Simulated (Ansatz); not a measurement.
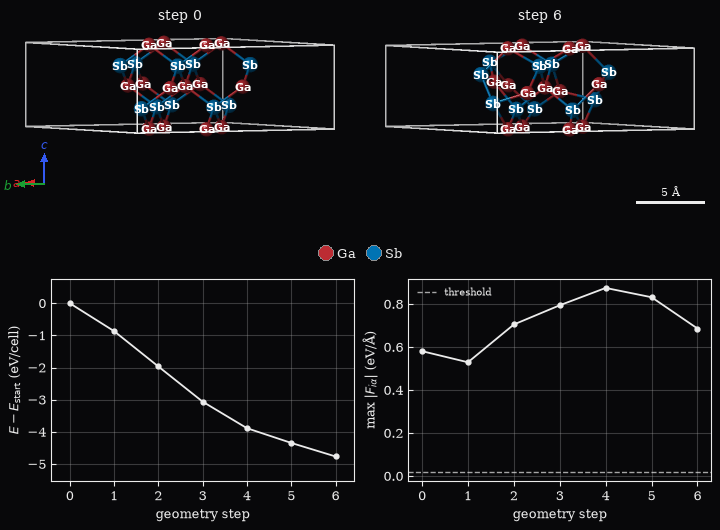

First and last geometry of a relaxation of a wire of composition GaSb, with the history of the run. A ball-and-stick model of the cell of the calculation, with the vacuum cut short, seen from a free direction.

Case: wire along [0 0 1], 20 atoms a period.

The calculation used DFT PBE, scalar-relativistic, plane waves, PAW (Ansatz 0.2.0). Settings: plane-wave cutoff 420 eV; k-point mesh 1 × 1 × 9; occupations gaussian; smearing width 0.05 eV; collinear spin; cell relaxed at fixed a, b, alpha, beta, gamma; force threshold 0.02 eV/Å; at most 45 steps.

**What do the curves and the structures tell?**

The run was cut off at its time limit before the relaxation converged, so the last structure is only a point on the way. Over 6 geometry steps the energy falls by 4.763 eV per cell of the calculation. The largest force component goes from 0.58 to 0.69 eV/Å. The largest moves relative to the layer's centre, 0.90 Å, are those of Sb atoms. Largest moves by element: Sb 0.90 Å, Ga 0.82 Å. Along the periodic axis the drawn cell goes c 6.214 → 5.993 Å (−3.5 %). Among the contacts that change: Sb–Sb 4.394 → 2.807 Å, Ga–Sb 2.691 → 2.788 Å, Ga–Sb 2.691 → 2.762 Å, Ga–Sb 2.691 → 2.637 Å. New bonds form: Sb–Sb (4.39 → 2.81 Å). Bond angles that change, for instance: Sb–Ga–Sb 109.5° → 155.6°, Ga–Sb–Ga 109.5° → 84.7°, Ga–Sb–Ga 109.5° → 86.0°. The program noted that the starting moments weren't kept.
